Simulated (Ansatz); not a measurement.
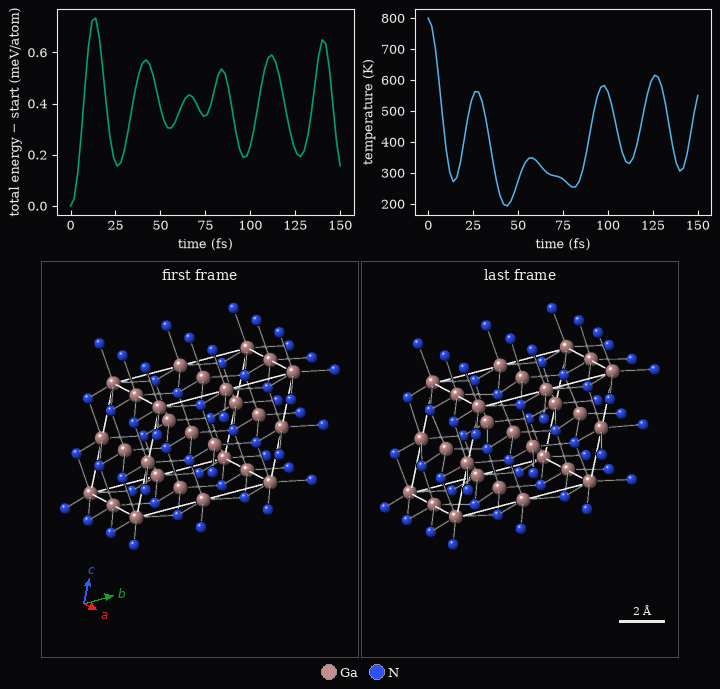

Molecular dynamics of a 16-atom cell of GaN (set up in F-43m), 150 fs long. Style: ball-and-stick. Shown: the reduced simulation cell, slightly off an axis. Bonds to atoms that aren't drawn are left out. Lengths and directions refer to the drawn axes.

Level of theory: DFT PBE, scalar-relativistic, plane waves, PAW in Ansatz 0.2.0. Settings: plane-wave cutoff 420 eV; k-point mesh 2 × 2 × 2; Fermi-Dirac smearing 0.0689 eV; volume 1.02 times that of the relaxed crystal; constant energy (NVE); velocities drawn for 800 K; time step 2 fs.

### How well is the energy conserved, and can the run be trusted?

The total energy stays between 0 and 0.73 meV per atom of its start. A straight-line fit has a slope that amounts to +0.026 meV per atom over 150 fs (under 0.1 % of the mean kinetic energy), and the ripple about it is 1.0 % of the kinetic energy's fluctuation. With a drift under 2 % and a ripple under 7 %, the integration is accurate. The mean temperature in the second half is 432 K (standard deviation 113 K). The first frame carries almost no forces, so kinetic energy first flows into potential energy: the temperature drops from 800 to 272 K within 14 fs, and without a thermostat its mean stays below the start. The potential energy in the second half lies on average 45.0 meV per atom above the first frame. The mean pressure there is 2.7 GPa.

The run took roughly 8 core-minutes on a shared host.
